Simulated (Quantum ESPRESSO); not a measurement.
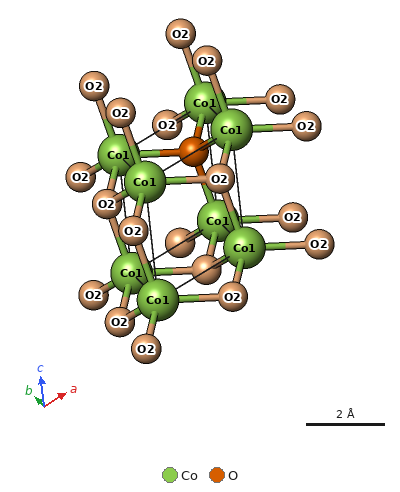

Fig. 1: The structure as given in the input (ball-and-stick view of the cell of the calculation, seen slightly off an axis; neighbours outside the cell are drawn fainter; atoms are numbered from 1 in the order of the input). An atom can appear more than once, as a periodic image. Near neighbours in the periodic cell (some may lie outside the picture): Co has 4 O at 1.91 to 1.96 Å; O has 4 Co at 1.91 to 1.96 Å.

**Relaxation of cell and atoms of CoO (part 1 of 2)**

- system: CoO (R3m, 2 atoms in the cell)
- method: Kohn-Sham DFT of a periodic cell, PBEsol, GBRV 1.5 PBEsol, spin-polarised (Quantum ESPRESSO 7.5)

The structure derives from a Materials Project entry.

The input
```
&CONTROL
  calculation = 'vc-relax'
  prefix = 'pwscf'
  outdir = './tmp'
  pseudo_dir = './pseudo'
  tprnfor = .true.
  tstress = .true.
  disk_io = 'low'
  nstep = 40
  forc_conv_thr = 0.0004
  etot_conv_thr = 1d-05
/
&SYSTEM
  ibrav = 0
  nat = 2
  ntyp = 2
  ecutwfc = 64
  ecutrho = 515
  nbnd = 21
  occupations = 'smearing'
  smearing = 'fd'
  degauss = 0.00367493
  nspin = 2
  starting_magnetization(1) = 0.1176
  starting_magnetization(2) = 0
/
&ELECTRONS
  conv_thr = 4d-10
  electron_maxstep = 120
  mixing_beta = 0.3
/
&IONS
  ion_dynamics = 'bfgs'
/
&CELL
  cell_dynamics = 'bfgs'
  press = 20
  press_conv_thr = 0.3
/
ATOMIC_SPECIES
Co    58.9332 co_pbesol_v1.2.uspp.F.UPF
O     15.9990 o_pbesol_v1.2.uspp.F.UPF
CELL_PARAMETERS angstrom
   1.6022198417    0.9250420569    2.5664708903
  -1.6022198417    0.9250420569    2.5664708903
   0.0000000000   -1.8500841138    2.5664708903
ATOMIC_POSITIONS crystal
Co     0.9989783200    0.9989783200    0.9989783200
O      0.7510210300    0.7510210300    0.7510210300
K_POINTS automatic
8 8 8 0 0 0
```

Run on 2 threads of AMD EPYC (Zen 3), 32 GiB of memory available, shared host.

Run as:
```bash
OMP_NUM_THREADS=1 mpirun -n 2 pw.x -nk 2 -in pw.in > pw.out
```

The program's output
```
This program is part of the open-source Quantum ESPRESSO suite
     for quantum simulation of materials; please cite
         "P. Giannozzi et al., J. Phys.:Condens. Matter 21 395502 (2009);
         "P. Giannozzi et al., J. Phys.:Condens. Matter 29 465901 (2017);
         "P. Giannozzi et al., J. Chem. Phys. 152 154105 (2020);
          URL
     in publications or presentations arising from this work. More details at

     Message from routine setup:
     using ibrav=0 with symmetry is DISCOURAGED, use correct ibrav instead

     K-points division:     npool     =       2
     Subspace diagonalization in iterative solution of the eigenvalue problem:
     a serial algorithm will be used

     G-vector sticks info
     --------------------
     sticks:   dense  smooth     PW     G-vecs:    dense   smooth      PW
     Sum        1277     641    203                30413    10687    1947

     Using Slab Decomposition

     bravais-lattice index     =            0
     lattice parameter (alat)  =       5.9787  a.u.
     unit-cell volume          =     154.0167 (a.u.)^3
     number of atoms/cell      =            2
     number of atomic types    =            2
     number of electrons       =        23.00
     number of Kohn-Sham states=           21
     kinetic-energy cutoff     =      64.0000  Ry
     charge density cutoff     =     515.0000  Ry
     scf convergence threshold =      4.0E-10
     mixing beta               =       0.3000
     number of iterations used =            8  plain     mixing
     energy convergence thresh.=      1.0E-05
     force convergence thresh. =      4.0E-04
     press convergence thresh. =      3.0E-01
     Exchange-correlation= SLA  PW   PSX  PSC
                           (   1   4  10   8   0   0   0)
     nstep                     =           40

     celldm(1)=   5.978702  celldm(2)=   0.000000  celldm(3)=   0.000000
     celldm(4)=   0.000000  celldm(5)=   0.000000  celldm(6)=   0.000000

     crystal axes: (cart. coord. in units of alat)
               a(1) = (   0.506424   0.292384   0.811201 )
               a(2) = (  -0.506424   0.292384   0.811201 )
               a(3) = (   0.000000  -0.584768   0.811201 )

     reciprocal axes: (cart. coord. in units 2 pi/alat)
               b(1) = (  0.987315  0.570027  0.410914 )
               b(2) = ( -0.987315  0.570027  0.410914 )
               b(3) = ( -0.000000 -1.140054  0.410914 )

     PseudoPot. # 1 for Co read from file:
     co_pbesol_v1.2.uspp.F.UPF
     Pseudo is Ultrasoft + core correction, Zval = 17.0
     Generated by new atomic code, or converted to UPF format
     Using radial grid of  863 points,  6 beta functions with:
                l(1) =   0
                l(2) =   0
                l(3) =   1
                l(4) =   1
                l(5) =   2
                l(6) =   2
     Q(r) pseudized with  8 coefficients,  rinner =    1.200   1.200   1.200
                                                       1.200   1.200

     PseudoPot. # 2 for O  read from file:
     o_pbesol_v1.2.uspp.F.UPF
     Pseudo is Ultrasoft + core correction, Zval =  6.0
     Generated by new atomic code, or converted to UPF format
     Using radial grid of  737 points,  5 beta functions with:
                l(1) =   0
                l(2) =   0
                l(3) =   1
                l(4) =   1
                l(5) =   2
     Q(r) pseudized with  8 coefficients,  rinner =    0.900   0.900   0.900
                                                       0.900   0.900

     atomic species   valence    mass     pseudopotential
     Co               17.00    58.93320     Co( 1.00)
     O                 6.00    15.99900     O ( 1.00)

     Starting magnetic structure
     atomic species   magnetization
     Co              0.118
     O               0.000

      6 Sym. Ops. (no inversion) found

   Cartesian axes

     site n.     atom                  positions (alat units)
         1        Co     tau(   1) = (   0.0000000  -0.0000000   2.4311158  )
         2        O      tau(   2) = (  -0.0000000  -0.0000000   1.8276864  )

     number of k points=    65  Fermi-Dirac smearing, width (Ry)=  0.0037
                       cart. coord. in units 2pi/alat
        k(    1) = (   0.0000000   0.0000000   0.0000000), wk =   0.0019531
        k(    2) = (  -0.0000000  -0.1425067   0.0513642), wk =   0.0117188
        k(    3) = (  -0.0000000  -0.2850134   0.1027284), wk =   0.0117188
        k(    4) = (  -0.0000000  -0.4275201   0.1540926), wk =   0.0117188
        k(    5) = (   0.0000000   0.5700268  -0.2054568), wk =   0.0058594
        k(    6) = (  -0.1234144  -0.0712534   0.1027284), wk =   0.0117188
        k(    7) = (  -0.1234144  -0.2137601   0.1540926), wk =   0.0234375
        k(    8) = (  -0.1234144  -0.3562668   0.2054568), wk =   0.0234375
        k(    9) = (  -0.1234144   0.6412802  -0.1540926), wk =   0.0234375
        k(   10) = (  -0.1234144   0.4987735  -0.1027284), wk =   0.0234375
        k(   11) = (  -0.1234144   0.3562668  -0.0513642), wk =   0.0234375
        k(   12) = (  -0.1234144   0.2137601   0.0000000), wk =   0.0117188
        k(   13) = (  -0.2468289  -0.1425067   0.2054568), wk =   0.0117188
        k(   14) = (  -0.2468289  -0.2850134   0.2568209), wk =   0.0234375
        k(   15) = (  -0.2468289   0.7125335  -0.1027284), wk =   0.0234375
        k(   16) = (  -0.2468289   0.5700268  -0.0513642), wk =   0.0234375
        k(   17) = (  -0.2468289   0.4275201   0.0000000), wk =   0.0117188
        k(   18) = (  -0.3702433  -0.2137601   0.3081851), wk =   0.0117188
        k(   19) = (  -0.3702433   0.7837869  -0.0513642), wk =   0.0234375
        k(   20) = (  -0.3702433   0.6412802   0.0000000), wk =   0.0117188
        k(   21) = (   0.4936577   0.2850134  -0.4109135), wk =   0.0058594
        k(   22) = (  -0.0000000   0.0000000   0.1540926), wk =   0.0039062
        k(   23) = (  -0.0000000  -0.1425067   0.2054568), wk =   0.0117188
        k(   24) = (  -0.0000000  -0.2850134   0.2568209), wk =   0.0117188
        k(   25) = (   0.0000000   0.7125335  -0.1027284), wk =   0.0117188
        k(   26) = (   0.0000000   0.5700268  -0.0513642), wk =   0.0117188
        k(   27) = (   0.0000000   0.4275201   0.0000000), wk =   0.0117188
        k(   28) = (   0.0000000   0.2850134   0.0513642), wk =   0.0117188
        k(   29) = (  -0.1234144  -0.0712534   0.2568209), wk =   0.0117188
        k(   30) = (  -0.1234144  -0.2137601   0.3081851), wk =   0.0234375
        k(   31) = (  -0.1234144   0.7837869  -0.0513642), wk =   0.0234375
        k(   32) = (  -0.1234144   0.6412802   0.0000000), wk =   0.0234375
        k(   33) = (  -0.1234144   0.4987735   0.0513642), wk =   0.0234375
        k(   34) = (  -0.1234144   0.3562668   0.1027284), wk =   0.0234375
        k(   35) = (  -0.2468289  -0.1425067   0.3595493), wk =   0.0117188
        k(   36) = (  -0.2468289   0.8550402   0.0000000), wk =   0.0234375
        k(   37) = (  -0.2468289   0.7125335   0.0513642), wk =   0.0234375
        k(   38) = (  -0.2468289   0.5700268   0.1027284), wk =   0.0234375
        k(   39) = (  -0.2468289   0.4275201   0.1540926), wk =   0.0234375
        k(   40) = (   0.6170721   0.3562668  -0.3595493), wk =   0.0117188
        k(   41) = (   0.6170721   0.2137601  -0.3081851), wk =   0.0234375
        k(   42) = (   0.6170721   0.0712534  -0.2568209), wk =   0.0234375
        k(   43) = (   0.6170721  -0.0712534  -0.2054568), wk =   0.0117188
        k(   44) = (   0.4936577   0.2850134  -0.2568209), wk =   0.0117188
        k(   45) = (   0.4936577   0.1425067  -0.2054568), wk =   0.0234375
        k(   46) = (   0.3702433   0.2137601  -0.1540926), wk =   0.0117188
        k(   47) = (  -0.0000000   0.0000000   0.3081851), wk =   0.0039062
        k(   48) = (  -0.0000000  -0.1425067   0.3595493), wk =   0.0117188
        k(   49) = (   0.0000000   0.8550402   0.0000000), wk =   0.0117188
        k(   50) = (   0.0000000   0.7125335   0.0513642), wk =   0.0117188
        k(   51) = (   0.0000000   0.5700268   0.1027284), wk =   0.0117188
        k(   52) = (  -0.1234144  -0.0712534   0.4109135), wk =   0.0117188
        k(   53) = (  -0.1234144   0.9262936   0.0513642), wk =   0.0234375
        k(   54) = (  -0.1234144   0.7837869   0.1027284), wk =   0.0234375
        k(   55) = (  -0.1234144   0.6412802   0.1540926), wk =   0.0234375
        k(   56) = (   0.7404866   0.4275201  -0.3081851), wk =   0.0117188
        k(   57) = (   0.7404866   0.2850134  -0.2568209), wk =   0.0234375
        k(   58) = (   0.7404866   0.1425067  -0.2054568), wk =   0.0117188
        k(   59) = (   0.6170721   0.3562668  -0.2054568), wk =   0.0117188
        k(   60) = (   0.0000000  -0.0000000   0.4622777), wk =   0.0039062
        k(   61) = (   0.0000000   0.9975469   0.1027284), wk =   0.0117188
        k(   62) = (   0.0000000   0.8550402   0.1540926), wk =   0.0117188
        k(   63) = (   0.8639010   0.4987735  -0.2568209), wk =   0.0117188
        k(   64) = (   0.8639010   0.3562668  -0.2054568), wk =   0.0117188
        k(   65) = (   0.0000000   0.0000000  -0.6163703), wk =   0.0019531

     Dense  grid:    30413 G-vectors     FFT dimensions: (  45,  45,  45)

     Smooth grid:    10687 G-vectors     FFT dimensions: (  32,  32,  32)

     Check: negative core charge=   -0.000010
     Generating pointlists ...
     new r_m :   0.2489 (alat units)  1.4882 (a.u.) for type    1
     new r_m :   0.2489 (alat units)  1.4882 (a.u.) for type    2

     Initial potential from superposition of free atoms

     starting charge      22.0000, renormalised to      23.0000
     Starting wfcs are   17 randomized atomic wfcs +    4 random wfcs

     Self-consistent Calculation

     iteration #  1     ecut=    64.00 Ry     beta= 0.30
     Davidson diagonalization with overlap
     ethr =  1.00E-02,  avg # of iterations =  5.6

     total energy              =    -327.74431840 Ry
     estimated scf accuracy    <       8.47060342 Ry

     total magnetization       =     2.20 Bohr mag/cell
     absolute magnetization    =     2.24 Bohr mag/cell

     iteration #  2     ecut=    64.00 Ry     beta= 0.30
     Davidson diagonalization with overlap
     ethr =  1.00E-02,  avg # of iterations =  2.1

     total energy              =    -329.27813965 Ry
     estimated scf accuracy    <       9.23508689 Ry

     total magnetization       =     0.43 Bohr mag/cell
     absolute magnetization    =     0.43 Bohr mag/cell

     iteration #  3     ecut=    64.00 Ry     beta= 0.30
     Davidson diagonalization with overlap
     ethr =  1.00E-02,  avg # of iterations =  1.7

     total energy              =    -330.43759876 Ry
     estimated scf accuracy    <       0.14247665 Ry

     total magnetization       =     2.45 Bohr mag/cell
     absolute magnetization    =     2.46 Bohr mag/cell

     iteration #  4     ecut=    64.00 Ry     beta= 0.30
     Davidson diagonalization with overlap
     ethr =  6.19E-04,  avg # of iterations =  1.2

     total energy              =    -330.44841886 Ry
     estimated scf accuracy    <       0.03636950 Ry

     total magnetization       =     2.36 Bohr mag/cell
     absolute magnetization    =     2.36 Bohr mag/cell

     iteration #  5     ecut=    64.00 Ry     beta= 0.30
     Davidson diagonalization with overlap
     ethr =  1.58E-04,  avg # of iterations =  1.1

     total energy              =    -330.44520519 Ry
     estimated scf accuracy    <       0.09085098 Ry
```
